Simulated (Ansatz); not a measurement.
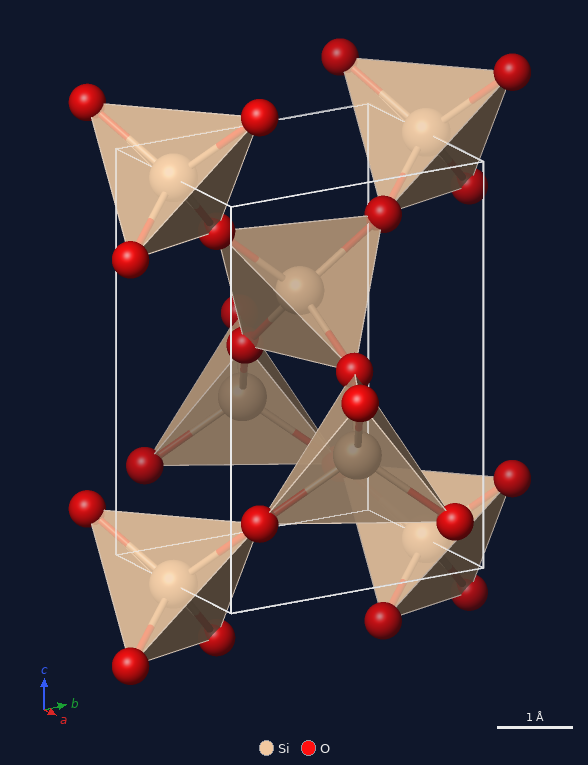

Shown here is a polyhedral view of the crystal, taken slightly off an axis. The edges of the conventional unit cell are marked. A few atoms beyond the faces are included. Cell: a = 5.060 Å, b = 5.060 Å, c = 5.541 Å, α = 90.00°, β = 90.00°, γ = 120.00°.

- The material is SiO2.
- Its lattice is primitive hexagonal, its space group P6_422 (No. 181).
- One cell contains 3 Si, 6 O, 9 atoms in all.
- The polyhedra are SiO4 tetrahedra; they share corners.
- Each Si atom is coordinated by four O in a tetrahedral arrangement at about 1.6 Å. Each O has two Si in a bent arrangement at about 1.6 Å.
- The bonds build a three-dimensional framework.

It derives from a structure listed in the Materials Project. Earlier steps of the study, as a rule a relaxation of our own, may have changed the cell and positions, so they can lie some per cent off the listed ones. Ansatz was used for an electronic-structure calculation on it.
